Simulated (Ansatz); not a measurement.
## Single-point calculation, with input and output: BaTiO3 (part 2 of 2)

BaTiO3 (slab, 15 atoms in the cell); DFT r2SCAN, scalar-relativistic, plane waves, PAW, no spin polarisation (Ansatz 0.2.0); cutoff 500 eV, 7×7×1 k-mesh, Gaussian smearing of 0.05 eV. The structure derives from an entry of the Crystallography Open Database. It belongs to a series of runs on one base structure; here: functional: r2scan.

Geometry of the input (Å; fractional positions):
```
3.9699  0.0000  0.0000
0.0000  3.9699  0.0000
0.0000  0.0000  24.9247
Ba 0.5000  0.5000  0.3009
O  0.0000  0.0000  0.3009
Ti 0.0000  0.0000  0.3805
O  0.5000  0.0000  0.3805
O  0.0000  0.5000  0.3805
Ba 0.5000  0.5000  0.4602
O  0.0000  0.0000  0.4602
Ti 0.0000  0.0000  0.5398
O  0.5000  0.0000  0.5398
O  0.0000  0.5000  0.5398
Ba 0.5000  0.5000  0.6195
O  0.0000  0.0000  0.6195
Ti 0.0000  0.0000  0.6991
O  0.5000  0.0000  0.6991
O  0.0000  0.5000  0.6991
```

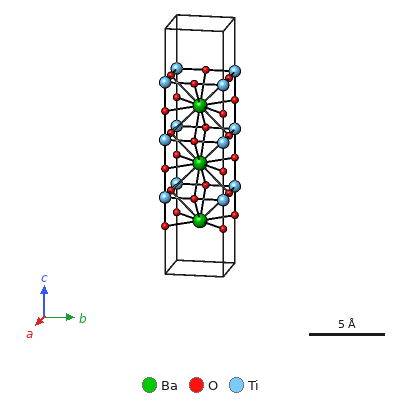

*The structure as given in the input (ball-and-stick view of the cell of the calculation, with the vacuum cut short, seen slightly off an axis). An atom can appear more than once, as a periodic image.*

What the program printed, continued:
```
SCF iter   1: F=—  HF=-30548.646106 eV  |F-HF|=—  |Δ(HF+E_count)|=         —  Δρ=1.62e-2  dr2=1.33e0  dr2_τ=7.29e-1  ethr=1.77e-3  p=-0.234 e·Å  D=-1.08e-1 V/Å  ΔV_dip=2.68 eV  dr2_dipole=5.24e-3  V_vac-E_F(+/−)=4.40/1.71 eV  ⟨swp⟩=9.3  Hψ=3748  notcnv=0  defer=1
efield: sawtooth ramp at fractional position 0.9800 (placed from the atoms, in the widest stretch of the axis that holds none; the zero of the levels goes with the place), width 0.0400; the density the first Hamiltonian is built on has a dipole p = -0.234 e·Å; the dipole correction subtracts the counter field D = -1.08e-1 V/Å, which shifts the + side's vacuum level by +2.68 eV against the − side's; the planar-averaged density in the ramp window peaks in size at 3.0e-5 e/Å³
preconditioner: auto → Resta (q_TF=auto, 2.239 Å⁻¹)  ε∞=3.5  [insulator: Δε(μ)=1.841 eV  Ē_g=11.317 eV  σ=0.050 eV  W_gap=1.00  n_scr=72 (ndim 8)  ℏωp=17.8 eV  f_vac=0.481  D(μ)=0.00/eV (n_scr^D=0)  ε∞_Penn≈3.5  vacuum switching on, ρ_ref=9.3e-3 e/Å³]
SCF iter   2: F=—  HF=-30549.005041 eV  |F-HF|=—  |Δ(HF+E_count)|=   3.59e-1  Δρ=1.28e-2  dr2=5.51e-1  dr2_τ=1.12e-1  ethr=1.11e-3  p=-0.219 e·Å  D=-1.01e-1 V/Å  ΔV_dip=2.51 eV  dr2_dipole=6.73e-3  V_vac-E_F(+/−)=4.38/1.86 eV  ⟨swp⟩=3.0  Hψ=1588  notcnv=0  defer=76
SCF iter   3: F=—  HF=-30548.921296 eV  |F-HF|=—  |Δ(HF+E_count)|=   8.37e-2  Δρ=2.91e-3  dr2=2.69e-2  dr2_τ=2.04e-3  ethr=4.59e-4  p=-0.235 e·Å  D=-1.08e-1 V/Å  ΔV_dip=2.70 eV  dr2_dipole=1.21e-5  V_vac-E_F(+/−)=4.46/1.77 eV  ⟨swp⟩=4.3  Hψ=1213  notcnv=0  defer=76
SCF iter   4: F=—  HF=-30548.920340 eV  |F-HF|=—  |Δ(HF+E_count)|=   9.56e-4  Δρ=1.90e-3  dr2=1.36e-2  dr2_τ=1.70e-3  ethr=2.24e-5  p=-0.239 e·Å  D=-1.10e-1 V/Å  ΔV_dip=2.74 eV  dr2_dipole=7.84e-5  V_vac-E_F(+/−)=4.44/1.70 eV  ⟨swp⟩=2.9  Hψ=1223  notcnv=0  defer=68
SCF iter   5: F=—  HF=-30548.918916 eV  |F-HF|=—  |Δ(HF+E_count)|=   1.42e-3  Δρ=6.30e-4  dr2=1.68e-3  dr2_τ=1.39e-4  ethr=1.13e-5  p=-0.243 e·Å  D=-1.12e-1 V/Å  ΔV_dip=2.79 eV  dr2_dipole=2.72e-5  V_vac-E_F(+/−)=4.48/1.69 eV  ⟨swp⟩=2.0  Hψ=1158  notcnv=0  defer=68
SCF iter   6: F=—  HF=-30548.918756 eV  |F-HF|=—  |Δ(HF+E_count)|=   1.61e-4  Δρ=1.86e-4  dr2=1.70e-4  dr2_τ=1.12e-5  ethr=1.40e-6  p=-0.244 e·Å  D=-1.13e-1 V/Å  ΔV_dip=2.81 eV  dr2_dipole=5.16e-6  V_vac-E_F(+/−)=4.48/1.67 eV  ⟨swp⟩=2.0  Hψ=1076  notcnv=0  defer=68
SCF iter   7: F=—  HF=-30548.918764 eV  |F-HF|=—  |Δ(HF+E_count)|=   8.28e-6  Δρ=9.66e-5  dr2=4.04e-5  dr2_τ=2.85e-6  ethr=1.42e-7  p=-0.244 e·Å  D=-1.13e-1 V/Å  ΔV_dip=2.80 eV  dr2_dipole=7.88e-9  V_vac-E_F(+/−)=4.48/1.67 eV  ⟨swp⟩=2.1  Hψ=1084  notcnv=0  defer=68
SCF iter   8: F=—  HF=-30548.918864 eV  |F-HF|=—  |Δ(HF+E_count)|=   1.00e-4  Δρ=2.24e-5  dr2=1.92e-6  dr2_τ=3.32e-7  ethr=3.37e-8  p=-0.244 e·Å  D=-1.13e-1 V/Å  ΔV_dip=2.81 eV  dr2_dipole=1.20e-8  V_vac-E_F(+/−)=4.47/1.67 eV  ⟨swp⟩=2.0  Hψ=1108  notcnv=0  defer=68
SCF iter   9: F=—  HF=-30548.918865 eV  |F-HF|=—  |Δ(HF+E_count)|=   9.21e-7  Δρ=8.53e-6  dr2=3.17e-7  dr2_τ=3.81e-8  ethr=1.60e-9  p=-0.245 e·Å  D=-1.13e-1 V/Å  ΔV_dip=2.81 eV  dr2_dipole=9.96e-9  V_vac-E_F(+/−)=4.47/1.67 eV  ⟨swp⟩=2.6  Hψ=1107  notcnv=0  defer=68
SCF iter  10: F=—  HF=-30548.918865 eV  |F-HF|=—  |Δ(HF+E_count)|=   2.88e-7  Δρ=5.40e-6  dr2=1.36e-7  dr2_τ=1.53e-8  ethr=8.33e-11  p=-0.245 e·Å  D=-1.13e-1 V/Å  ΔV_dip=2.81 eV  dr2_dipole=1.32e-9  V_vac-E_F(+/−)=4.47/1.67 eV  ⟨swp⟩=19.4  Hψ=6491  notcnv=0
SCF iter  11: F=-30548.918865 eV  HF=-30548.918865 eV  |F-HF|=1.06e-8  |Δ(HF+E_count)|=   5.93e-8  Δρ=1.51e-6  dr2=1.46e-8  dr2_τ=1.39e-9  ethr=8.33e-11  p=-0.245 e·Å  D=-1.13e-1 V/Å  ΔV_dip=2.81 eV  dr2_dipole=6.02e-10  V_vac-E_F(+/−)=4.47/1.67 eV  ⟨swp⟩=11.4  Hψ=5267  notcnv=0
SCF 1 converged in 11 iterations: F = -30548.918865 eV  dr2 = 1.46e-8
  greatest PAW one-centre occupation: 0.999 electrons in one spin orbital (limit 2), on the Ti atom at site 2 (counted from 0), in its partial waves of l = 0
WARN: The output density's exchange-correlation potential varies sharply where the density is thin. Do not read a vacuum level from v_tot or v_xc, or from such a field of the output density. On a cell that repeats whose density bears no net charge and no dipole along the vacuum's axis use v_es (v_loc + v_h of the components); under efield.dipole_correction with no amplitude use v_es + v_field, which holds any external_charges[].barrier, or the levels of the report's work_function block, which leave it out; under a non-zero efield.amplitude the vacuum is tilted and has no level; on a cell that repeats and bears such a dipole with no correction it is tilted too, and efield.dipole_correction with no amplitude gives each side of its ramp a level where efield: is served; in a cell that repeats whose density bears a net charge (total_charge, or a fill off its count) it is curved and has none; of a slab under crystal.periodic whose density bears no net charge use v_es, which has a level on each side, short of where the two are joined; of another it falls or rises all the way out and has none; of a slab beside external_charges read slab_vacuum_level instead, which it has where they leave it neutral. The grid or the basis barely resolves most such structure, and the values can differ between equally converged runs; as a rule a tighter scf.convergence.dr2_threshold does not remove it. Where the density itself ripples (under the LDA too) a higher basis.ecutwfc lessens it. The files hold the spikes' plane waves up to the density's cutoff. Files: v_tot_of_output_density and the like, and their columns of v_z.tsv (output.write_potential); v_xc_of_output_density and the like, and their columns of v_comp_z.tsv (output.write_potential_components). Measured: with its Gaussian average of σ = 0.25 Å subtracted twice, the exchange-correlation potential is over 0.1 eV at 1497 of the grid points where the equally averaged density (valence and model cores) is under 1e-3 e/Å³, and 0.795 eV at the most among them, at an averaged density of 8.6e-9 e/Å³. The input density's (outcome.potential() and, of a run that writes arrays, v_tot and v_xc) is over 0.1 eV, so measured, at 74 points of its own thin density, 0.208 eV at the most. See output.write_potential in the manual, Limitations
SCF converged after 11 iterations
Free energy (F): -30548.918865 eV
Harris-Foulkes:  -30548.918865 eV  (|F-HF|=1.06e-8)
Internal energy: -30548.918865 eV  (E = F + TS)
E sigma→0 (E₀):  -30548.918865 eV
Fermi energy:    4.056819 eV
Dipole field:    D = -0.112701 V/Å  (p = -0.244651 e·Å, saw-weighted, corrected)
Work function:   Φ+ = 4.4748 eV   Φ− = 1.6658 eV
Levels:          The Fermi level and band energies are counted from a zero that moves with the ramp; work functions are not
--- Per-component energies (eV) ---
  E_band       = -1412.216323
  E_kinetic    = 2915.926002
  E_local      = -101582.450456  (includes V_loc(G=0)·N_el)
  E_nonlocal   = 598.780404
  E_hartree    = 49656.958171
  E_xc         = -1423.416845
  E_vxc        = -1810.328931  (∫ρ·V_xc dr)
  E_paw        = -20354.402356  (= ΣΔE_a)
  E_vpaw       = -961.911124  (= ΣTr[D̂ρ^β])
  E_aug_tail   = 0.009723  (compensation charges beyond the density's cutoff)
  E_vtau       = 111.144093  (kinetic-family band-sum trace: ∫τ·v_τ [+ j·A + Jᵃ·Aᵃ] dr)
  E_efield     = 0.013786  (sawtooth field / dipole correction)
  E_vefield    = 2.712019  (∫n·V_field dr)
  E_ewald      = 39640.499297
  E_core_change = -0.836592  (= ΣΔE_core)
  E_smearing   = -0.000000  (= −TS)
  E_closure    = 0.000000  (closes the sum)
  Σ components = -30548.918865   (vs F -30548.918865, Δ=0.00e0)
--- Forces (eV/Å), atoms counted from 1 ---
  atom   1  Ba    -0.00000000     0.00000000     0.40714759
  atom   2  O      0.00000000     0.00000000     0.41580532
  atom   3  Ti    -0.00000000     0.00000000    -1.08978476
  atom   4  O     -0.00000000     0.00000000    -0.18749335
  atom   5  O     -0.00000000     0.00000000    -0.18749335
  atom   6  Ba    -0.00000000     0.00000000     0.16417271
  atom   7  O     -0.00000000     0.00000000     0.26314652
  atom   8  Ti     0.00000000     0.00000000    -0.14577695
  atom   9  O     -0.00000000     0.00000000    -0.07556977
  atom  10  O      0.00000000     0.00000000    -0.07556977
  atom  11  Ba    -0.00000000     0.00000000     0.81829350
  atom  12  O     -0.00000000     0.00000000     0.87863627
  atom  13  Ti     0.00000000     0.00000000    -2.28824990
  atom  14  O     -0.00000000     0.00000000     0.55137092
  atom  15  O     -0.00000000     0.00000000     0.55137092
  max |Σ_I F_I| component: 5.89e-6 eV/Å
--- Stress (GPa, compression-positive) ---
       -1.288976       0.000000      -0.000000
        0.000000      -1.288976       0.000000
       -0.000000       0.000000      -0.518686
  P = ⅓ Tr σ = -1.0322 GPa (-10.322 kbar)
--- Band table (eV; the first three rows and the last of 10) ---
  k-point 0: bands = ["-56.2671", "-56.2535", "-56.1766", "-31.5975", "-31.4527", "-31.4024", "-31.4024", "-31.3617", "-31.3617", "-31.3190", "-31.2966", "-31.2966", "-23.9204", "-22.7097", "-22.3921", "-15.6689", "-15.4292", "-14.8888", "-14.8809", "-14.7132", "-14.6105", "-14.4710", "-14.0082", "-13.8235", "-8.7877", "-8.4565", "-8.4565", "-7.4721", "-7.4721", "-7.3711", "-7.1785", "-7.1785", "-6.9325", "-1.2823", "-0.3941", "-0.2615", "-0.2615", "0.0623", "0.0623", "0.4325", "0.6171", "0.6171", "0.6227", "0.8203", "0.8203", "0.9597", "1.0263", "1.2216", "1.2216", "1.4294", "1.4383", "1.4383", "1.9639", "1.9824", "1.9824", "2.0229", "2.2858", "2.2858", "2.7788", "2.7788", "4.7412", "4.8096", "4.9385", "4.9385", "5.2003", "5.3185", "5.5811", "5.5811", "6.2238", "6.2238", "6.2980", "6.9304", "6.9345", "6.9402", "7.1511"]
  k-point 1: bands = ["-56.2669", "-56.2533", "-56.1764", "-31.5970", "-31.4522", "-31.4144", "-31.4020", "-31.3741", "-31.3613", "-31.3184", "-31.3073", "-31.2962", "-23.9036", "-22.6865", "-22.3695", "-15.5945", "-15.3985", "-14.8852", "-14.8691", "-14.6910", "-14.6246", "-14.4372", "-13.9819", "-13.8784", "-8.7990", "-8.4364", "-8.4273", "-7.4576", "-7.4342", "-7.4036", "-7.1528", "-7.1379", "-6.9677", "-1.3240", "-0.5596", "-0.3576", "-0.2510", "-0.2505", "-0.1159", "0.0428", "0.2717", "0.4880", "0.4888", "0.5869", "0.6732", "0.9861", "1.0370", "1.1204", "1.2021", "1.2842", "1.3926", "1.6318", "1.6784", "1.7755", "1.8816", "1.9826", "2.1322", "2.1833", "2.4661", "2.5136", "4.9496", "5.1248", "5.1755", "5.2531", "5.4918", "5.5848", "5.5943", "5.7102", "6.2304", "6.2640", "6.3766", "7.1033", "7.2855", "7.3139", "7.5867"]
  k-point 2: bands = ["-56.2665", "-56.2529", "-56.1759", "-31.5959", "-31.4508", "-31.4410", "-31.4016", "-31.4010", "-31.3603", "-31.3312", "-31.3170", "-31.2954", "-23.8653", "-22.6335", "-22.3177", "-15.4970", "-15.3670", "-14.8866", "-14.7860", "-14.6748", "-14.6063", "-14.3309", "-13.9951", "-13.8851", "-8.8108", "-8.4034", "-8.3600", "-7.4721", "-7.4200", "-7.3459", "-7.1064", "-7.0427", "-7.0349", "-1.4228", "-1.1313", "-0.9398", "-0.8796", "-0.5302", "-0.3615", "-0.2190", "-0.1791", "-0.0676", "0.1402", "0.3687", "0.4136", "0.6521", "0.7025", "0.9319", "1.0965", "1.2066", "1.2766", "1.3953", "1.4860", "1.7007", "1.8198", "1.8255", "2.0739", "2.1539", "2.1979", "2.2224", "4.9884", "5.6084", "5.8598", "5.9077", "5.9135", "5.9984", "6.1379", "6.2399", "6.3021", "6.4366", "6.5174", "7.4285", "7.6690", "7.7239", "8.2319"]
  k-point 9: bands = ["-56.2653", "-56.2515", "-56.1745", "-31.5929", "-31.4590", "-31.4589", "-31.4473", "-31.4202", "-31.4200", "-31.3479", "-31.3478", "-31.3134", "-23.7684", "-22.5067", "-22.1917", "-15.0328", "-14.7965", "-14.7258", "-14.6437", "-14.5424", "-14.5272", "-13.9305", "-13.7993", "-13.7697", "-8.9977", "-8.9895", "-8.9013", "-8.0190", "-7.9517", "-7.8685", "-7.5925", "-7.5147", "-7.1950", "-1.9266", "-1.8236", "-1.5227", "-1.4175", "-1.2933", "-1.2424", "-1.1196", "-0.9344", "-0.5690", "-0.2823", "-0.1372", "-0.1345", "0.0544", "0.0891", "0.1920", "0.5924", "0.6063", "1.2062", "1.7219", "1.8276", "2.1076", "2.1834", "2.2189", "2.3199", "2.4012", "2.4284", "3.3699", "6.4989", "6.5506", "6.7338", "6.7813", "6.8967", "6.9083", "7.0209", "7.0271", "7.0373", "7.3696", "7.7899", "8.0689", "8.7806", "9.0025", "9.6010"]
```

Key numbers:

| quantity | value |
| --- | --- |
| outcome | converged |
| electrons treated | 120 |
| free energy | −30548.9189 eV |
| work function, top face | 4.47 eV |
| work function, bottom face | 1.67 eV |
| Fermi energy | 4.057 eV |
| gap on the k-point mesh | 1.37 eV |
| work function (upper face) | 4.47 eV |
| largest force (length of the vector) | 2.288 eV/Å |
| hardware | 2 threads of Arm Neoverse V1, 24 GiB of memory available, shared host |
| wall time | 72 s (CPU time 2.3 min) |
| peak memory | 1.4 GiB |

Notes:

The program warns: the exchange-correlation potential is rough where the density is thin.
